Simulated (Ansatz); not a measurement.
## Run report: K17Br16, geometry relaxation (part 3 of 3)

Continued. System: K17Br16 (defect cell, 33 atoms in the cell). Method: DFT PBE, scalar-relativistic, plane waves, PAW, spin-polarised (Ansatz 0.2.0); cutoff 420 eV, 2×2×2 k-mesh, Gaussian smearing of 0.01 eV, collinear spins. The structure derives from a Materials Project entry. It belongs to a series of runs on one base structure; here: K interstitial, charge +0, atoms relaxed at the host's cell.

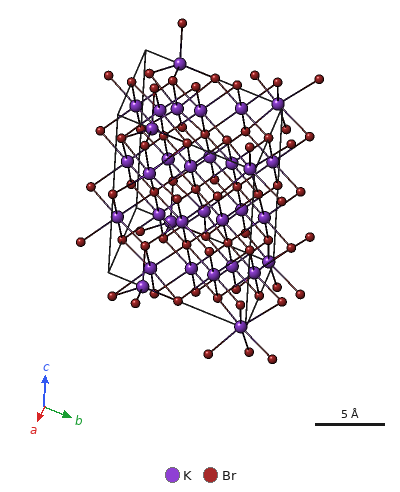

Figure 1. The geometry at step 3 of the log (ball-and-stick view of the cell of the calculation, seen at an oblique angle; bonded neighbours outside the cell are drawn too).

## Output, continued
```
--- Relaxed structure (4 steps of the walk, 4 accepted, 0 SCFs on fresh bases) ---
  F+E_penalty+E_count = -70727.82945334 eV   max|allowed force component| = 1.740e-2 eV/Å
  atoms:
    - { symbol: K, position: [0.2920750897508177, 0.5420750897508178, 0.29207508975081764] }
    - { symbol: K, position: [0.4987123242265673, 0.5037330711867051, 8.673617379884035e-19] }
    - { symbol: K, position: [0.2537330711867051, 0.7487123242265673, 0.0] }
    - { symbol: K, position: [0.746266928813295, 0.49497925303986223, 0.746266928813295] }
    - { symbol: K, position: [0.5012876757734328, 0.7512876757734328, 0.755020746960138] }
    - { symbol: K, position: [0.24497925303986223, -0.0037330711867050725, 0.746266928813295] }
    - { symbol: K, position: [-4.336808689942018e-19, 0.5037330711867051, 0.4987123242265673] }
    - { symbol: K, position: [0.755020746960138, 0.7512876757734328, 0.5012876757734328] }
    - { symbol: K, position: [0.5012876757734328, 0.005020746960137792, 0.5012876757734328] }
    - { symbol: K, position: [0.2537330711867051, 0.25, 0.4987123242265673] }
    - { symbol: K, position: [0.0, 0.7487123242265673, 0.2537330711867051] }
    - { symbol: K, position: [0.746266928813295, -0.0037330711867050725, 0.24497925303986223] }
    - { symbol: K, position: [0.4987123242265673, 0.25000000000000006, 0.2537330711867051] }
    - { symbol: K, position: [0.0, -0.04207508975081765, -6.938893903907228e-18] }
    - { symbol: K, position: [0.7079249102491825, 0.25, 0.0] }
    - { symbol: K, position: [2.7755575615628914e-17, 0.25, 0.7079249102491825] }
    - { symbol: Br, position: [0.0, 0.5096967347215026, 0.0] }
    - { symbol: Br, position: [0.254059450309354, 0.504059450309354, 0.7462515637162577] }
    - { symbol: Br, position: [4.336808689942018e-19, 0.7421921134069037, 0.745940549690646] }
    - { symbol: Br, position: [0.5078078865930964, 0.5037484362837423, 0.5078078865930964] }
    - { symbol: Br, position: [0.25374843628374233, 0.7578078865930964, 0.5078078865930964] }
    - { symbol: Br, position: [0.0, -0.004059450309354007, 0.49219211340690366] }
    - { symbol: Br, position: [0.7462515637162577, 0.504059450309354, 0.254059450309354] }
    - { symbol: Br, position: [0.5078078865930963, 0.7578078865930964, 0.2537484362837424] }
    - { symbol: Br, position: [0.254059450309354, -0.003748436283742376, 0.254059450309354] }
    - { symbol: Br, position: [0.0, 0.25, 0.25969673472150256] }
    - { symbol: Br, position: [0.7459405496906459, 0.7421921134069036, 2.168404344971009e-19] }
    - { symbol: Br, position: [0.49219211340690366, -0.004059450309354007, 0.0] }
    - { symbol: Br, position: [0.25969673472150256, 0.25, 8.673617379884035e-19] }
    - { symbol: Br, position: [0.7403032652784975, -0.009696734721502556, 0.7403032652784975] }
    - { symbol: Br, position: [0.4921921134069037, 0.25000000000000006, 0.7459405496906462] }
    - { symbol: Br, position: [0.7459405496906462, 0.24999999999999994, 0.4921921134069038] }
    - { symbol: K, position: [0.0, 0.25, 0.0] }
--- Löwdin populations: 33 sites ---
  site symbol       q [e]    m [muB]
     0      K      8.3208     0.0288
     1      K      8.3203     0.0185
     2      K      8.3203     0.0185
     3      K      8.3203     0.0185
     4      K      8.3203     0.0185
     5      K      8.3203     0.0185
     6      K      8.3203     0.0185
     7      K      8.3203     0.0185
     8      K      8.3203     0.0185
     9      K      8.3203     0.0185
    10      K      8.3203     0.0185
    11      K      8.3203     0.0185
    12      K      8.3203     0.0185
    13      K      8.3208     0.0288
    14      K      8.3208     0.0288
    15      K      8.3208     0.0288
    16     Br      7.6647     0.0085
    17     Br      7.6651     0.0059
    18     Br      7.6651     0.0059
    19     Br      7.6651     0.0059
    20     Br      7.6651     0.0059
    21     Br      7.6651     0.0059
    22     Br      7.6651     0.0059
    23     Br      7.6651     0.0059
    24     Br      7.6651     0.0059
    25     Br      7.6647     0.0085
    26     Br      7.6651     0.0059
    27     Br      7.6651     0.0059
    28     Br      7.6647     0.0085
    29     Br      7.6647     0.0085
    30     Br      7.6651     0.0059
    31     Br      7.6651     0.0059
    32      K      8.3362     0.0428
  spilling = 0.003383 (of n_electrons = 265.000000)
```

## Trajectory as extended XYZ (Å, eV, eV/Å), 4 frames, from step=1 to step=4
```
33
Lattice="-6.6999 -6.6999 6.6999 6.6999 6.6999 6.6999 -6.6999 6.6999 -6.6999" Properties=species:S:1:pos:R:3:forces:R:3 step=1 energy=-70726.77633
K     0.0000    3.3500    3.3500   -0.6682   0.6682   0.6682
K     0.0000    0.0000    6.6999    0.0001   0.0001   0.1103
K     3.3500    3.3500    6.6999   -0.0001  -0.0001   0.1103
K    -6.6999    3.3500    3.3500    0.1103  -0.0001  -0.0001
K    -3.3500    6.6999    3.3500   -0.0001   0.0001  -0.1103
K    -6.6999    3.3500   -3.3500    0.0001  -0.1103  -0.0001
K     0.0000    6.6999    0.0000    0.0001   0.1103   0.0001
K    -3.3500    3.3500    6.6999   -0.0001  -0.1103   0.0001
K    -6.6999    0.0000    0.0000    0.1103   0.0001   0.0001
K    -3.3500    3.3500    0.0000   -0.1103  -0.0001   0.0001
K     3.3500    6.6999    3.3500   -0.0001   0.1103  -0.0001
K    -6.6999   -3.3500    3.3500    0.0001  -0.0001  -0.1103
K    -3.3500    0.0000    3.3500   -0.1103   0.0001  -0.0001
K     0.0000    0.0000    0.0000   -0.6682  -0.6682  -0.6682
K    -3.3500   -3.3500    6.6999    0.6682   0.6682  -0.6682
K    -3.3500    6.6999   -3.3500    0.6682  -0.6682   0.6682
Br    3.3500    3.3500    3.3500    0.1884   0.1884   0.1884
Br   -3.3500    6.6999    0.0000    0.0011  -0.0011  -0.0712
Br    0.0000   10.0499    0.0000   -0.0011   0.0712  -0.0011
Br   -3.3500    3.3500    3.3500    0.0712   0.0011   0.0011
Br    0.0000    6.6999    3.3500   -0.0011  -0.0712   0.0011
Br   -3.3500    3.3500   -3.3500    0.0011   0.0712   0.0011
Br   -3.3500    0.0000    6.6999    0.0011  -0.0712  -0.0011
Br    0.0000    3.3500    6.6999   -0.0011   0.0011  -0.0712
Br   -3.3500    0.0000    0.0000    0.0712  -0.0011  -0.0011
Br    0.0000    3.3500    0.0000   -0.1884   0.1884  -0.1884
Br    0.0000    0.0000   10.0499   -0.0011  -0.0011   0.0712
Br   -3.3500   -3.3500    3.3500    0.0011   0.0011   0.0712
Br    0.0000    0.0000    3.3500   -0.1884  -0.1884   0.1884
Br  -10.0499    0.0000    0.0000    0.1884  -0.1884  -0.1884
Br   -6.6999    3.3500    0.0000   -0.0712   0.0011  -0.0011
Br   -6.6999    0.0000    3.3500   -0.0712  -0.0011   0.0011
K     1.6750    1.6750    1.6750    0.0000   0.0000   0.0000
33
Lattice="-6.6999 -6.6999 6.6999 6.6999 6.6999 6.6999 -6.6999 6.6999 -6.6999" Properties=species:S:1:pos:R:3:forces:R:3 step=2 energy=-70727.49926
K    -0.1129    3.4629    3.4629   -0.3159   0.3159   0.3159
K     0.0015    0.0015    6.7332    0.0089   0.0089   0.0258
K     3.3485    3.3485    6.7332   -0.0089  -0.0089   0.0258
K    -6.6666    3.3485    3.3485    0.0258  -0.0089  -0.0089
K    -3.3514    6.7014    3.3167   -0.0089   0.0089  -0.0258
K    -6.6985    3.3167   -3.3514    0.0089  -0.0258  -0.0089
K     0.0015    6.7332    0.0015    0.0089   0.0258   0.0089
K    -3.3514    3.3167    6.7014   -0.0089  -0.0258   0.0089
K    -6.6666    0.0015    0.0015    0.0258   0.0089   0.0089
K    -3.3833    3.3485    0.0015   -0.0258  -0.0089   0.0089
K     3.3485    6.7332    3.3485   -0.0089   0.0258  -0.0089
K    -6.6985   -3.3514    3.3167    0.0089  -0.0089  -0.0258
K    -3.3833    0.0015    3.3485   -0.0258   0.0089  -0.0089
K    -0.1129   -0.1129   -0.1129   -0.3159  -0.3159  -0.3159
K    -3.2371   -3.2371    6.5870    0.3159   0.3159  -0.3159
K    -3.2371    6.5870   -3.2371    0.3159  -0.3159   0.3159
Br    3.3761    3.3761    3.3761    0.1090   0.1090   0.1090
Br   -3.3464    6.6964    0.0088   -0.0012   0.0012  -0.0165
Br   -0.0035   10.0411   -0.0035    0.0012   0.0165   0.0012
Br   -3.3588    3.3535    3.3535    0.0165  -0.0012  -0.0012
Br   -0.0035    6.7088    3.3535    0.0012  -0.0165  -0.0012
Br   -3.3464    3.3411   -3.3464   -0.0012   0.0165  -0.0012
Br   -3.3464    0.0088    6.6964   -0.0012  -0.0165   0.0012
Br   -0.0035    3.3535    6.7088    0.0012  -0.0012  -0.0165
Br   -3.3588   -0.0035   -0.0035    0.0165   0.0012   0.0012
Br   -0.0261    3.3761   -0.0261   -0.1090   0.1090  -0.1090
Br   -0.0035   -0.0035   10.0411    0.0012   0.0012   0.0165
Br   -3.3464   -3.3464    3.3411   -0.0012  -0.0012   0.0165
Br   -0.0261   -0.0261    3.3761   -0.1090  -0.1090   0.1090
Br  -10.0238   -0.0261   -0.0261    0.1090  -0.1090  -0.1090
Br   -6.6911    3.3535   -0.0035   -0.0165  -0.0012   0.0012
Br   -6.6911   -0.0035    3.3535   -0.0165   0.0012  -0.0012
K     1.6750    1.6750    1.6750    0.0000   0.0000   0.0000
33
Lattice="-6.6999 -6.6999 6.6999 6.6999 6.6999 6.6999 -6.6999 6.6999 -6.6999" Properties=species:S:1:pos:R:3:forces:R:3 step=3 energy=-70727.78486
K    -0.2251    3.5751    3.5751   -0.0810   0.0810   0.0810
K     0.0146    0.0146    6.7343    0.0127   0.0127  -0.0090
K     3.3354    3.3354    6.7343   -0.0127  -0.0127  -0.0090
K    -6.6656    3.3354    3.3354   -0.0090  -0.0127  -0.0127
K    -3.3646    6.7146    3.3156   -0.0127   0.0127   0.0090
K    -6.6853    3.3156   -3.3646    0.0127   0.0090  -0.0127
K     0.0146    6.7343    0.0146    0.0127  -0.0090   0.0127
K    -3.3646    3.3156    6.7146   -0.0127   0.0090   0.0127
K    -6.6656    0.0146    0.0146   -0.0090   0.0127   0.0127
K    -3.3843    3.3354    0.0146    0.0090  -0.0127   0.0127
K     3.3354    6.7343    3.3354   -0.0127  -0.0090  -0.0127
K    -6.6853   -3.3646    3.3156    0.0127  -0.0127   0.0090
K    -3.3843    0.0146    3.3354    0.0090   0.0127  -0.0127
K    -0.2251   -0.2251   -0.2251   -0.0810  -0.0810  -0.0810
K    -3.1249   -3.1249    6.4748    0.0810   0.0810  -0.0810
K    -3.1249    6.4748   -3.1249    0.0810  -0.0810   0.0810
Br    3.4018    3.4018    3.4018    0.0450   0.0450   0.0450
Br   -3.3362    6.6862    0.0406   -0.0047   0.0047   0.0196
Br   -0.0138   10.0093   -0.0138    0.0047  -0.0196   0.0047
Br   -3.3905    3.3637    3.3637   -0.0196  -0.0047  -0.0047
Br   -0.0138    6.7405    3.3637    0.0047   0.0196  -0.0047
Br   -3.3362    3.3094   -3.3362   -0.0047  -0.0196  -0.0047
Br   -3.3362    0.0406    6.6862   -0.0047   0.0196   0.0047
Br   -0.0138    3.3637    6.7405    0.0047  -0.0047   0.0196
Br   -3.3905   -0.0138   -0.0138   -0.0196   0.0047   0.0047
Br   -0.0518    3.4018   -0.0518   -0.0450   0.0450  -0.0450
Br   -0.0138   -0.0138   10.0093    0.0047   0.0047  -0.0196
Br   -3.3362   -3.3362    3.3094   -0.0047  -0.0047  -0.0196
Br   -0.0518   -0.0518    3.4018   -0.0450  -0.0450   0.0450
Br   -9.9981   -0.0518   -0.0518    0.0450  -0.0450  -0.0450
Br   -6.6594    3.3637   -0.0138    0.0196  -0.0047   0.0047
Br   -6.6594   -0.0138    3.3637    0.0196   0.0047  -0.0047
K     1.6750    1.6750    1.6750    0.0000   0.0000   0.0000
33
Lattice="-6.6999 -6.6999 6.6999 6.6999 6.6999 6.6999 -6.6999 6.6999 -6.6999" Properties=species:S:1:pos:R:3:forces:R:3 step=4 energy=-70727.82945
K    -0.2819    3.6319    3.6319   -0.0174   0.0174   0.0174
K     0.0336    0.0336    6.7163    0.0057   0.0057  -0.0006
K     3.3163    3.3163    6.7163   -0.0057  -0.0057  -0.0006
K    -6.6836    3.3163    3.3163   -0.0006  -0.0057  -0.0057
K    -3.3836    6.7336    3.3336   -0.0057   0.0057   0.0006
K    -6.6663    3.3336   -3.3836    0.0057   0.0006  -0.0057
K     0.0336    6.7163    0.0336    0.0057  -0.0006   0.0057
K    -3.3836    3.3336    6.7336   -0.0057   0.0006   0.0057
K    -6.6836    0.0336    0.0336   -0.0006   0.0057   0.0057
K    -3.3664    3.3163    0.0336    0.0006  -0.0057   0.0057
K     3.3163    6.7163    3.3163   -0.0057  -0.0006  -0.0057
K    -6.6663   -3.3836    3.3336    0.0057  -0.0057   0.0006
K    -3.3664    0.0336    3.3163    0.0006   0.0057  -0.0057
K    -0.2819   -0.2819   -0.2819   -0.0174  -0.0174  -0.0174
K    -3.0681   -3.0681    6.4180    0.0174   0.0174  -0.0174
K    -3.0681    6.4180   -3.0681    0.0174  -0.0174   0.0174
Br    3.4149    3.4149    3.4149    0.0068   0.0068   0.0068
Br   -3.3249    6.6748    0.0795   -0.0027   0.0027  -0.0043
Br   -0.0251    9.9704   -0.0251    0.0027   0.0043   0.0027
Br   -3.4295    3.3751    3.3751    0.0043  -0.0027  -0.0027
Br   -0.0251    6.7794    3.3751    0.0027  -0.0043  -0.0027
Br   -3.3249    3.2705   -3.3249   -0.0027   0.0043  -0.0027
Br   -3.3249    0.0795    6.6748   -0.0027  -0.0043   0.0027
Br   -0.0251    3.3751    6.7794    0.0027  -0.0027  -0.0043
Br   -3.4295   -0.0251   -0.0251    0.0043   0.0027   0.0027
Br   -0.0650    3.4149   -0.0650   -0.0068   0.0068  -0.0068
Br   -0.0251   -0.0251    9.9704    0.0027   0.0027   0.0043
Br   -3.3249   -3.3249    3.2705   -0.0027  -0.0027   0.0043
Br   -0.0650   -0.0650    3.4149   -0.0068  -0.0068   0.0068
Br   -9.9849   -0.0650   -0.0650    0.0068  -0.0068  -0.0068
Br   -6.6204    3.3751   -0.0251   -0.0043  -0.0027   0.0027
Br   -6.6204   -0.0251    3.3751   -0.0043   0.0027  -0.0027
K     1.6750    1.6750    1.6750    0.0000   0.0000   0.0000
```

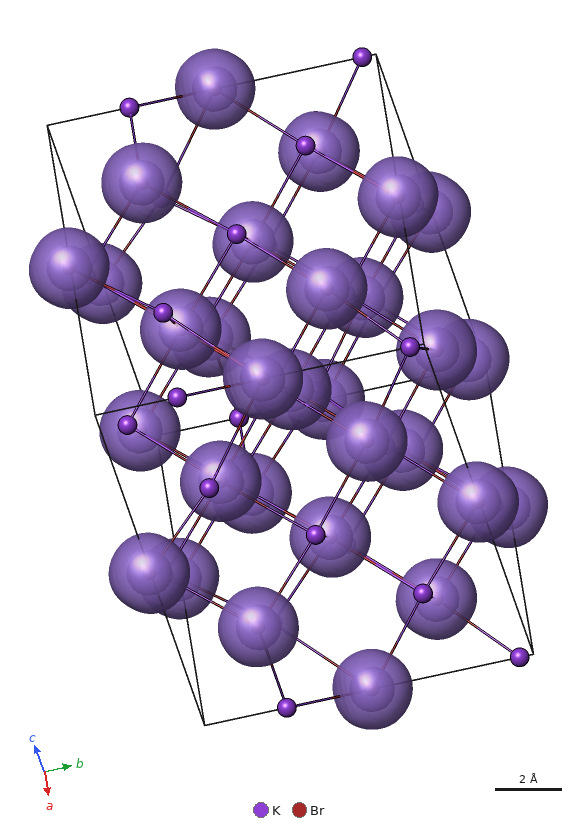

Figure 2. Isosurface of the ELF at 0.8 (purple), seen at an oblique angle. Only the valence region is drawn (cores and ρ < 0.01 e/Å³ removed). Sticks mark near contacts. The outline is the calculation cell. Profiles from the grid: K–Br (3.01 Å): the ELF peaks at about 0.90 in the valence shell of Br, 0.9 Å from its nucleus, and drops to about 0.05 between the two atoms (no shared pair; the contact is polar). K–Br (3.17 Å): the ELF peaks at about 0.90 in the valence shell of Br, 0.9 Å from its nucleus, and drops to about 0.05 between the two atoms (no shared pair; the contact is polar). The fields are those of the smooth PAW valence density.

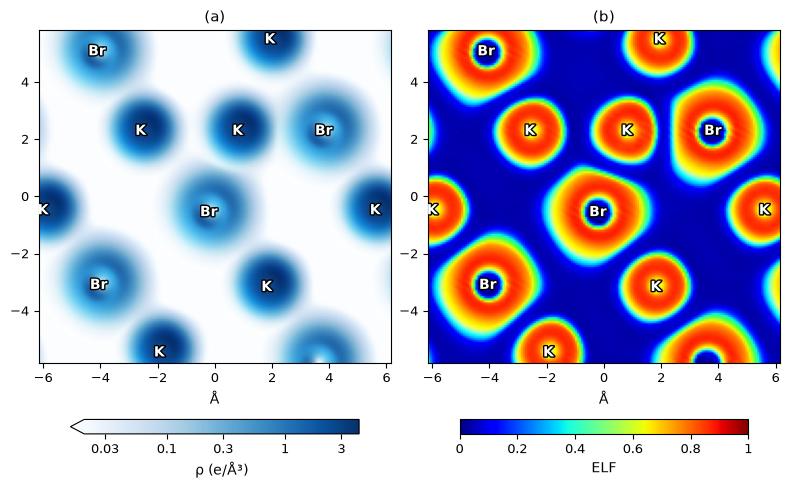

Figure 3. (a) valence pseudo-density; (b) ELF on the (11̄0) plane of the calculation cell. The section cuts through K and Br sites. K–Br (3.01 Å): the density is about 0.15 e/Å³ at the midpoint; the ELF peaks at about 0.90 in the valence shell of Br, 0.9 Å from its nucleus, and drops to about 0.05 between the two atoms; no shared pair; the contact is polar. K–Br (3.17 Å): ρ at the midpoint is about 0.11 e/Å³; the ELF peaks at about 0.90 in the valence shell of Br, 0.9 Å from its nucleus, and drops to about 0.05 between the two atoms; a polar contact without a shared pair, in a metal. K–Br (3.26 Å): ρ is about 0.09 e/Å³ halfway; the ELF peaks at about 0.90 in the valence shell of Br, 0.9 Å from its nucleus, and drops to about 0.05 between the two atoms (no shared pair; the contact is polar). K–Br (3.30 Å): the density is about 0.08 e/Å³ at the midpoint; the ELF peaks at about 0.90 in the valence shell of Br, 0.9 Å from its nucleus, and drops to about 0.05 between the two atoms (no shared pair; the contact is polar). Away from the nuclei the density in this plane falls to 0.007 e/Å³ at its lowest. The strong features right at K lie inside the PAW spheres (semicore, d or f shells) and say nothing about bonding.
